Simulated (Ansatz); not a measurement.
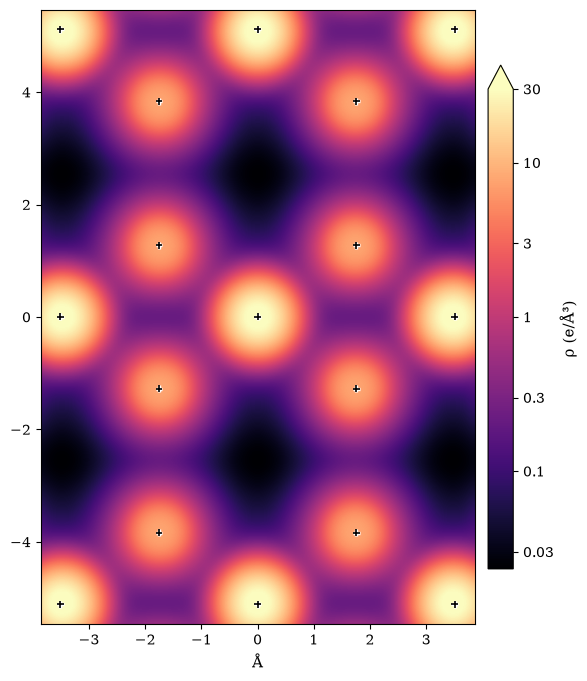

The valence pseudo-density on a plane through atoms (crosses mark nuclei in the plane).

Theory: Ansatz, DFT, PBE, PAW with Ansatz's default frozen-core files, scalar-relativistic.

Candidates:
A. PbSe, a = 6.16 Å, b = 6.16 Å, c = 6.16 Å, α = 90.00°, β = 90.00°, γ = 90.00°. Space group Fm-3m.
B. ZrS$_{2}$, a = 3.63 Å, b = 3.63 Å, c = 5.85 Å, α = 90.00°, β = 90.00°, γ = 120.00°. Space group P-3m1; computed pressure about 3 GPa in this cell.
C. HfO$_{2}$, a = 3.51 Å, b = 3.51 Å, c = 5.12 Å, α = 90.00°, β = 90.00°, γ = 90.00°. Space group I4/mmm; changed on purpose from its base cell (equal xx and yy strain of -3 %, PAW files); computed pressure about 14 GPa in this cell.

### Which system is this?

Candidate C: HfO$_{2}$ on the (010) plane of the conventional cell, which holds Hf and O. Hf–O (2.17 Å): ρ at the midpoint is about 0.61 e/Å³.
